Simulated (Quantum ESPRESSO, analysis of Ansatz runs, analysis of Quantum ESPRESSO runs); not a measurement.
## Reproducing a measured local vibrational mode: Li-H pair in ZnO (Quantum ESPRESSO)

How near does this set-up come to the measured local vibrational mode? Subject: Li-H pair in ZnO. Set-up: LDA, GBRV 1.5 LDA, 72-site cell, LDA lattice, k: the zone centre alone. The model is a cell of 72 host atoms with Li put on another atom's site and H put in between. The frequencies come from force constants among the defect atom and its neighbours, with the masses of the isotopes named. A local or semilocal functional is the cheapest first rung.

What was measured. O-H stretch, 1H: 3577.3 cm⁻¹ at 10 K, by IR absorption (quoted in “Hydrogen-related defects in hydrothermally grown ZnO studied by Fourier Transform Infrared Spectroscopy”, 2010, Halvard Haug, quoting earlier work (2006)). O-D stretch, 2H: 2644.4 cm⁻¹, by IR absorption (quoted in “Hydrogen-related defects in hydrothermally grown ZnO studied by Fourier Transform Infrared Spectroscopy”, 2010, Halvard Haug, quoting earlier work (2006)).

Main program and level: Quantum ESPRESSO 7.5; Quantum ESPRESSO plane-wave DFT, LDA, GBRV 1.5 LDA potentials; relaxation of all atoms of a defect supercell.

### 1. The starting structure

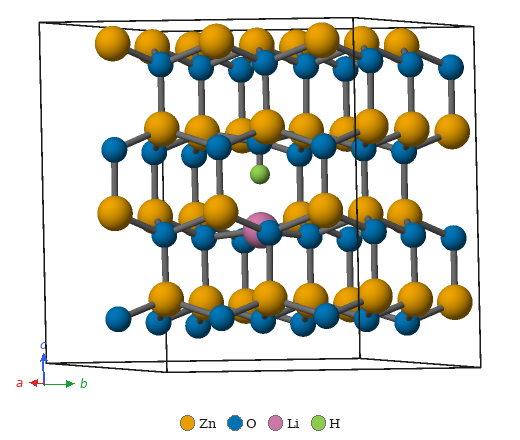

Start, viewed slightly off an axis; zinc orange, oxygen blue, lithium pink, hydrogen green.

The cell holds 73 atoms: 35 Zn, 36 O, 1 Li and 1 H. Its edges and angles: a = 9.568 Å, b = 9.568 Å, c = 10.313 Å, α = 90.0°, β = 90.0°, γ = 120.0°. It derives from ZnO (space group P6_3mc). Nearest the centre at fractional (0.556, 0.444, 0.559): H73 at 0.62 Å, Li38 at 1.07 Å, O39 at 1.59 Å, O60 at 2.21 Å, O28 at 2.23 Å, O36 at 2.23 Å, Zn37 at 2.68 Å, Zn29 at 2.68 Å.

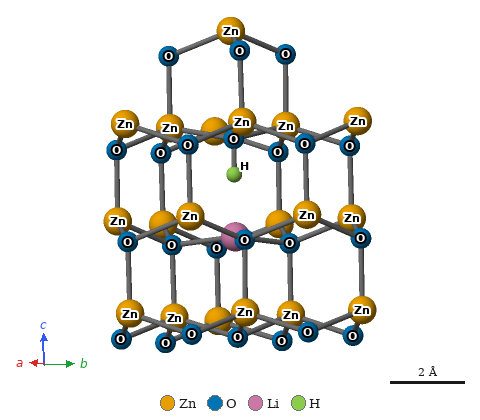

The atoms within 5 Å of the centre.

The host's primitive cell comes from a first run (Quantum ESPRESSO plane-wave DFT, LDA, GBRV 1.5 LDA potentials; relaxation of cell and atoms of a defect-free cell): vectors of 3.189, 3.189 and 5.156 Å. That is 11.36 Å³ an atom, 4.6 % under the diffraction cell's volume. The supercell is built on it.

### 2. Relaxation, charge 0

Every later number rests on the structure around the defect, so the atoms are relaxed at the host's lattice first.

Input file pw.in:

```
&CONTROL
  calculation = 'relax'
  prefix = 'pwscf'
  outdir = './tmp'
  pseudo_dir = './pseudo'
  tprnfor = .true.
  disk_io = 'low'
  nstep = 70
  forc_conv_thr = 0.00039
  etot_conv_thr = 0.0001
/
&SYSTEM
  ibrav = 0
  nat = 73
  ntyp = 4
  ecutwfc = 45
  ecutrho = 360
  nbnd = 464
  occupations = 'smearing'
  smearing = 'fd'
  degauss = 0.00073499
  nosym = .true.
/
&ELECTRONS
  conv_thr = 7d-08
  electron_maxstep = 100
  mixing_beta = 0.5
/
&IONS
  ion_dynamics = 'bfgs'
/
ATOMIC_SPECIES
Zn    65.3800 zn_lda_v1.uspp.F.UPF
O     15.9990 o_lda_v1.2.uspp.F.UPF
Li     6.9400 li_lda_v1.4.uspp.F.UPF
H      1.0080 h_lda_v1.4.uspp.F.UPF
CELL_PARAMETERS angstrom
   9.5683404584    0.0000000000    0.0000000000
  -4.7841702292    8.2864259925    0.0000000000
   0.0000000000    0.0000000000   10.3127043002
ATOMIC_POSITIONS crystal
Zn     0.1119122991    0.2215546883    0.2486100234
Zn     0.2242086437    0.1129217821    0.0009466200
O      0.2198584576    0.1098945671    0.1897479610
O      0.1116786666    0.2206710988    0.4401664468
Zn     0.1124634314    0.2222463011    0.7486596595
Zn     0.2204630667    0.1102453164    0.5014754728
O      0.2227366800    0.1093323790    0.6892093575
O      0.1108160426    0.2217837715    0.9412630670
Zn     0.1106791489    0.5554436518    0.2482421233
Zn     0.2218303630    0.4433713468    0.0018796577
O      0.2243009505    0.4461767061    0.1901042218
O      0.1087406769    0.5547177240    0.4395287544
Zn     0.1124503341    0.5558826450    0.7485659075
Zn     0.2218615440    0.4442487440    0.4982301958
O      0.2237908960    0.4458553860    0.6880028948
O      0.1132804191    0.5558984677    0.9388581165
Zn     0.1127579070    0.8881918994    0.2502899820
Zn     0.2203617342    0.7768136963    0.0013827475
O      0.2198913499    0.7762547051    0.1889787816
O      0.1093283466    0.8872234823    0.4382648715
Zn     0.1119730806    0.8910294510    0.7510226095
Zn     0.2237367420    0.7769143698    0.5002858494
O      0.2234729816    0.7791109573    0.6908803651
O      0.1103047915    0.8904558289    0.9393459835
Zn     0.4435392081    0.2229775403    0.2487420341
Zn     0.5542401769    0.1107259079   -0.0014585419
O      0.5545118741    0.1123394664    0.1900060236
O      0.4424218699    0.2200795542    0.4394914715
Zn     0.4450998138    0.2220872383    0.7483312652
Zn     0.5547839363    0.1089727359    0.5010036425
O      0.5574139226    0.1109253981    0.6886780566
O      0.4457900499    0.2228156482    0.9377489730
Zn     0.4451103671    0.5573764909    0.2514002435
Zn     0.5547686396    0.4440880561   -0.0016853393
O      0.5570594077    0.4466588731    0.1900352559
O      0.4441571899    0.5574872585    0.4393450777
Zn     0.4443170504    0.5534918105    0.7495936047
Li     0.5574428097    0.4461612112    0.4555391130
O      0.5561616919    0.4467325796    0.7139621410
O      0.4448036450    0.5571255170    0.9379382347
Zn     0.4424175965    0.8889259790    0.2497493096
Zn     0.5543720834    0.7777953309   -0.0014451481
O      0.5541082740    0.7757927274    0.1903765841
O      0.4451044429    0.8877532020    0.4380803506
Zn     0.4462216933    0.8908092453    0.7492502660
Zn     0.5555019353    0.7797413603    0.4995570991
O      0.5575498000    0.7790159544    0.6904265627
O      0.4462538306    0.8902855735    0.9381577020
Zn     0.7787258525    0.2245905369    0.2504506965
Zn     0.8885159025    0.1127532985   -0.0007425166
O      0.8894789623    0.1130673487    0.1904346352
O      0.7801552829    0.2230509370    0.4393611235
Zn     0.7798096272    0.2221184886    0.7502759369
Zn     0.8884835806    0.1091572803    0.5011552627
O      0.8894522921    0.1115307579    0.6874758483
O      0.7799709005    0.2226287280    0.9388615022
Zn     0.7766358044    0.5539061534    0.2487628150
Zn     0.8909306134    0.4446565657    0.0008594953
O      0.8893876282    0.4426713266    0.1890757898
O      0.7771660029    0.5570627357    0.4401877368
Zn     0.7772239656    0.5569456610    0.7512297753
Zn     0.8871960204    0.4450409116    0.5004920447
O      0.8865553278    0.4431451982    0.6898370308
O      0.7756511717    0.5535043355    0.9393897839
Zn     0.7755752627    0.8886366296    0.2502402780
Zn     0.8896857825    0.7801273659   -0.0001240680
O      0.8876835463    0.7760913319    0.1907033678
O      0.7761182713    0.8895679198    0.4392043875
Zn     0.7766456334    0.8874383957    0.7486443279
Zn     0.8897935215    0.7801605576    0.5003045833
O      0.8884621397    0.7785424279    0.6876779677
O      0.7783772225    0.8904810813    0.9408033312
H      0.5561016731    0.4458245657    0.6198663762
K_POINTS gamma
```

Command:

```bash
> OMP_NUM_THREADS=1 mpirun -n 4 pw.x -in pw.in > pw.out
```

The program printed:

```text
This program is part of the open-source Quantum ESPRESSO suite
     for quantum simulation of materials; please cite
         "P. Giannozzi et al., J. Phys.:Condens. Matter 21 395502 (2009);
         "P. Giannozzi et al., J. Phys.:Condens. Matter 29 465901 (2017);
         "P. Giannozzi et al., J. Chem. Phys. 152 154105 (2020);
          URL
     in publications or presentations arising from this work. More details at

     gamma-point specific algorithms are used

     Subspace diagonalization in iterative solution of the eigenvalue problem:
     one sub-group per band group will be used
     scalapack distributed-memory algorithm (size of sub-group:  2*  2 procs)

     --------------------
     sticks:   dense  smooth     PW     G-vecs:    dense   smooth      PW
     Min        2026    1013    253               159125    56283    7049
     Max        2037    1016    258               159130    56288    7050
     Sum        8125    4057   1027               636513   225143   28199

     Using Slab Decomposition

     bravais-lattice index     =            0
     lattice parameter (alat)  =      18.0815  a.u.
     unit-cell volume          =    5517.8900 (a.u.)^3
     number of atoms/cell      =           73
     number of atomic types    =            4
     number of electrons       =       920.00
     number of Kohn-Sham states=          464
     kinetic-energy cutoff     =      45.0000  Ry
     charge density cutoff     =     360.0000  Ry
     scf convergence threshold =      7.0E-08
     mixing beta               =       0.5000
     number of iterations used =            8  plain     mixing
     energy convergence thresh.=      1.0E-04
     force convergence thresh. =      3.9E-04
     Exchange-correlation=  SLA  PZ   NOGX NOGC
                           (   1   1   0   0   0   0   0)
     nstep                     =           70

     celldm(1)=  18.081543  celldm(2)=   0.000000  celldm(3)=   0.000000
     celldm(4)=   0.000000  celldm(5)=   0.000000  celldm(6)=   0.000000

     crystal axes: (cart. coord. in units of alat)
               a(1) = (   1.000000   0.000000   0.000000 )
               a(2) = (  -0.500000   0.866025   0.000000 )
               a(3) = (   0.000000   0.000000   1.077794 )

     reciprocal axes: (cart. coord. in units 2 pi/alat)
               b(1) = (  1.000000  0.577350 -0.000000 )
               b(2) = (  0.000000  1.154701  0.000000 )
               b(3) = (  0.000000 -0.000000  0.927821 )

     PseudoPot. # 1 for Zn read from file:
     zn_lda_v1.uspp.F.UPF
     Pseudo is Ultrasoft, Zval = 20.0
     Generated by new atomic code, or converted to UPF format
     Using radial grid of  943 points,  6 beta functions with:
                l(1) =   0
                l(2) =   0
                l(3) =   1
                l(4) =   1
                l(5) =   2
                l(6) =   2
     Q(r) pseudized with  8 coefficients,  rinner =    1.100   1.100   1.100
                                                       1.100   1.100

     PseudoPot. # 2 for O  read from file:
     o_lda_v1.2.uspp.F.UPF
     Pseudo is Ultrasoft + core correction, Zval =  6.0
     Generated by new atomic code, or converted to UPF format
     Using radial grid of  737 points,  5 beta functions with:
                l(1) =   0
                l(2) =   0
                l(3) =   1
                l(4) =   1
[...]
Q(r) pseudized with  8 coefficients,  rinner =    0.900   0.900   0.900
                                                       0.900   0.900

     PseudoPot. # 3 for Li read from file:
     li_lda_v1.4.uspp.F.UPF
     Pseudo is Ultrasoft, Zval =  3.0
     Generated by new atomic code, or converted to UPF format
     Using radial grid of  751 points,  5 beta functions with:
[...]
l(3) =   0
                l(4) =   1
                l(5) =   1
     Q(r) pseudized with 10 coefficients,  rinner =    1.150   1.150   1.150

     PseudoPot. # 4 for H  read from file:
     h_lda_v1.4.uspp.F.UPF
     Pseudo is Ultrasoft, Zval =  1.0
     Generated by new atomic code, or converted to UPF format
     Using radial grid of  615 points,  2 beta functions with:
                l(1) =   0
                l(2) =   0
     Q(r) pseudized with  8 coefficients,  rinner =    0.700

     atomic species   valence    mass     pseudopotential
     Zn               20.00    65.38000     Zn( 1.00)
     O                 6.00    15.99900     O ( 1.00)
     Li                3.00     6.94000     Li( 1.00)
     H                 1.00     1.00800     H ( 1.00)

     No symmetry found

   Cartesian axes

     site n.     atom                  positions (alat units)
         1        Zn     tau(   1) = (   0.0011350   0.1918720   0.2679505  )
         2        Zn     tau(   2) = (   0.1677478   0.0977931   0.0010203  )
         3        O      tau(   3) = (   0.1649112   0.0951715   0.2045093  )
         4        O      tau(   4) = (   0.0013431   0.1911068   0.4744090  )
         5        Zn     tau(   5) = (   0.0013403   0.1924709   0.8069012  )
         6        Zn     tau(   6) = (   0.1653404   0.0954752   0.5404875  )
         7        O      tau(   7) = (   0.1680705   0.0946846   0.7428260  )
[...]
atom    4 type  2   force =     0.00021643    0.00007490    0.00014330
     atom    5 type  1   force =    -0.00031624   -0.00005228    0.00002650
     atom    6 type  1   force =    -0.00014024    0.00005811   -0.00007498
     atom    7 type  2   force =     0.00005234   -0.00002849    0.00010550
     atom    8 type  2   force =     0.00028694    0.00016088    0.00005812
     atom    9 type  1   force =     0.00000148   -0.00017754    0.00005182
     atom   10 type  1   force =     0.00017733    0.00006518    0.00020992
[...]
Total force =     0.002119     Total SCF correction =     0.000076
     Energy error            =      1.0E-05 Ry
     Gradient error          =      6.0E-04 Ry/Bohr

     number of scf cycles    =  23
     number of bfgs steps    =  22

     energy             old  =  -17323.6555871516 Ry
     energy             new  =  -17323.6555971667 Ry

     CASE: energy            _new < energy            _old

     new trust radius        =       0.0023963253 bohr
     new conv_thr            =       0.0000000007 Ry

ATOMIC_POSITIONS (crystal)
Zn               0.1105584026        0.2220569956        0.2518964621
Zn               0.2204789165        0.1102386959        0.0003735994
O                0.2198215438        0.1098384519        0.1885619751
O                0.1109080214        0.2221885416        0.4402083587
Zn               0.1106901483        0.2221236422        0.7496367560
Zn               0.2270989484        0.1148141268        0.4991487804
O                0.2230001332        0.1121467590        0.6895263556
O                0.1109221401        0.2222794964        0.9386750844
Zn               0.1111414034        0.5558210034        0.2532511846
Zn               0.2203120451        0.4437927460        0.0005520679
[...]
NEW-OLD atomic charge density approx. for the potential

     Check: negative core charge=   -0.000002

     Self-consistent Calculation

[...]
Threshold (ethr) on eigenvalues was too large:
     Diagonalizing with lowered threshold

[...]
total energy              =  -17323.65560324 Ry
[...]
iteration #  2     ecut=    45.00 Ry     beta= 0.50
     Davidson diagonalization with overlap
     ethr =  4.50E-10,  avg # of iterations =  3.0

     total energy              =  -17323.65560361 Ry
     estimated scf accuracy    <       0.00000051 Ry

     iteration #  3     ecut=    45.00 Ry     beta= 0.50
     Davidson diagonalization with overlap
     ethr =  5.59E-11,  avg # of iterations =  3.0

     total energy              =  -17323.65560368 Ry
     estimated scf accuracy    <       0.00000015 Ry

     iteration #  4     ecut=    45.00 Ry     beta= 0.50
     Davidson diagonalization with overlap
     ethr =  1.63E-11,  avg # of iterations =  4.0

     total energy              =  -17323.65560370 Ry
     estimated scf accuracy    <       0.00000001 Ry

     iteration #  5     ecut=    45.00 Ry     beta= 0.50
     Davidson diagonalization with overlap
     ethr =  1.40E-12,  avg # of iterations =  4.0

     total energy              =  -17323.65560370 Ry
     estimated scf accuracy    <          3.5E-09 Ry

     iteration #  6     ecut=    45.00 Ry     beta= 0.50
     Davidson diagonalization with overlap
     ethr =  3.80E-13,  avg # of iterations =  3.0

     End of self-consistent calculation

          k = 0.0000 0.0000 0.0000 ( 14100 PWs)   bands (ev):

  -113.9608-113.9607-113.9604-113.8292-113.7380-113.7379-113.7379-113.7379
  -113.7378-113.7374-113.7314-113.7313-113.7309-113.7235-113.7220-113.7205
  -113.7198-113.7141-113.7090-113.7084-113.7081-113.7027-113.7022-113.7020
  -113.6787-113.6783-113.6782-113.6234-113.5933-113.5350-113.5350-113.5344
  -113.5339-113.5329-113.5328 -68.6594 -68.6587 -68.6578 -68.6053 -68.6051
[...]
7.5714   7.6228   7.6289   7.6704   7.6710   7.6715   7.6947   7.6951
     7.7095   7.7098   7.7114   7.7681   7.7941   7.7953   7.8276   7.9752
     8.1018   8.1020   8.1319   8.1321   8.1536   8.2028   8.2036   8.2994
     8.3006   8.3939   8.4025   8.4027   8.4612   8.5406   8.5411   8.6297
     8.6298   8.9030   9.0263   9.0264   9.8638  12.4825  12.5676  13.2657

     the Fermi energy is     9.3836 ev

!    total energy              =  -17323.65560375 Ry
     estimated scf accuracy    <          1.9E-10 Ry
     smearing contrib. (-TS)   =      -0.00000000 Ry
     internal energy E=F+TS    =  -17323.65560375 Ry

     The total energy is F=E-TS. E is the sum of the following terms:
     one-electron contribution =  -14099.36850231 Ry
     hartree contribution      =    7434.69994343 Ry
     xc contribution           =   -1721.51630780 Ry
     ewald contribution        =   -8937.47073708 Ry

     convergence has been achieved in   6 iterations

     Forces acting on atoms (cartesian axes, Ry/au):

[...]
atom   69 type  1   force =    -0.00001604    0.00016058    0.00021985
     atom   70 type  1   force =     0.00003280   -0.00000881    0.00008188
     atom   71 type  2   force =     0.00000366   -0.00006252    0.00010469
     atom   72 type  2   force =     0.00008208   -0.00011987    0.00009004
     atom   73 type  4   force =    -0.00000474    0.00000007    0.00001151

     Total force =     0.001563     Total SCF correction =     0.000050
     Energy error            =      6.6E-06 Ry
     Gradient error          =      3.5E-04 Ry/Bohr

     bfgs converged in  24 scf cycles and  23 bfgs steps
     (criteria: energy <  1.0E-04 Ry, force <  3.9E-04 Ry/Bohr)

     End of BFGS Geometry Optimization

     Final energy             =  -17323.6556037516 Ry

     File ./tmp/pwscf.bfgs deleted, as requested
Begin final coordinates

ATOMIC_POSITIONS (crystal)
[...]
Zn               0.7781920202        0.8897053473        0.7496548680
Zn               0.8849574159        0.7728194336        0.4992384477
O                0.8883456271        0.7775325667        0.6896444239
O                0.7779834142        0.8894129890        0.9387118879
H                0.5574408029        0.4465871497        0.6060572313
End final coordinates

=------------------------------------------------------------------------------=
   JOB DONE.
=------------------------------------------------------------------------------=
```

Run time: 31 min. Hardware: 4 MPI ranks of Arm Neoverse V1, shared host; peak memory 2.2 GiB.

Step by step (22 of 24):

```
step  energy less that of the first step (eV)
   0                                   0.0000
   1                                  -0.4414
   2                                  -0.7123
   3                                  -0.7890
   4                                  -0.8254
   5                                  -0.8539
   7                                  -0.8923
   8                                  -0.9088
   9                                  -0.9215
  10                                  -0.9292
  11                                  -0.9357
  12                                  -0.9406
  13                                  -0.9445
  14                                  -0.9468
  15                                  -0.9480
  16                                  -0.9485
  18                                  -0.9491
  19                                  -0.9493
  20                                  -0.9494
  21                                  -0.9496
  22                                  -0.9498
  23                                  -0.9498
```

The atoms that moved most (Å):

```
atom      dx      dy      dz  length
Li38  -0.013  -0.018  -0.425   0.425
 H73   0.009   0.006  -0.142   0.143
 O39   0.007  -0.013  -0.122   0.123
Zn37  -0.079   0.061   0.069   0.121
Zn34   0.006   0.005   0.118   0.118
Zn29  -0.006  -0.075   0.077   0.108
Zn61   0.085   0.033   0.054   0.106
 O35  -0.006  -0.018   0.099   0.101
```

Neighbours of the ideal centre at the end:

```
atom  distance (Å)
 H73         0.482
 O39         1.472
Li38         1.496
 O60         2.203
 O36         2.209
 O28         2.212
Zn29         2.789
Zn37         2.797
Zn61         2.801
```

Neighbours of the added atoms: H73: O39 0.99, Li38 1.98, Zn61 2.46 Å.

(Continued in part 2 of 2.)

[Logs are printed without paths, hosts, clocks, repeated set-up lines and the standing remarks that a program may print on its own settings, such as how far it seeks lower states.]

[Hosts, paths, dates, database ids (printed as entryN), source tags and the programs' standing remarks are cut or masked in the printed files.]

[For some hosts the program warned that the k-mesh of the response run may be too coarse for force constants and the static dielectric constant; such warnings are not shown here.]
